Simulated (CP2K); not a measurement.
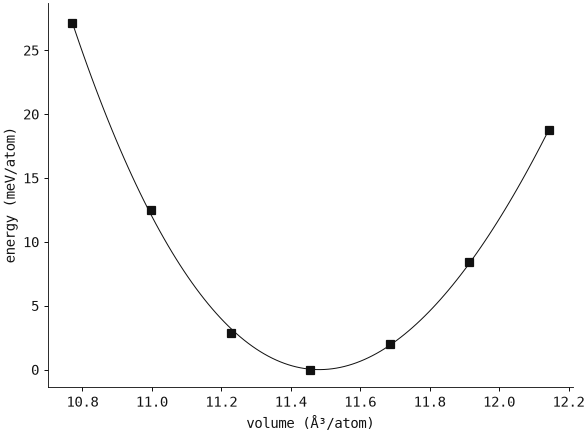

The picture above shows the energy against volume.

How it was computed, with CP2K 2026.2: DFT in Gaussian orbitals with a plane-wave density, no spin polarisation; energies at scaled volumes of the given cell, shape and fractions fixed, counted from the fit's minimum, third-order Birch-Murnaghan fit. Level: PBEsol.

Q: For which of these solids was it computed?
A. Cu, P6_3/mmc (No. 194)
B. Ta₂C, P-3m1 (No. 164)
C. Br, Cmce (No. 64)

A: A, Cu: energy from −0.03 meV/atom to 27.17 meV/atom, V0 11.48 Å³/atom, B0 175 GPa. The others give: Ta₂C, energy from 0.83 meV/atom to 57.98 meV/atom, V0 13.61 Å³/atom, B0 290 GPa; Br, energy from 0.25 meV/atom to 26.30 meV/atom, V0 34.99 Å³/atom, B0 26.7 GPa.

For Br, limits of the calculation: shape and atomic fractions are frozen while scaling, which makes layered, chain and framework solids too stiff.

For Cu, limits of the calculation: shape and atomic fractions are frozen while scaling, which makes layered, chain and framework solids too stiff.

For Ta₂C, limits of the calculation: shape and atomic fractions are frozen while scaling, which makes layered, chain and framework solids too stiff.
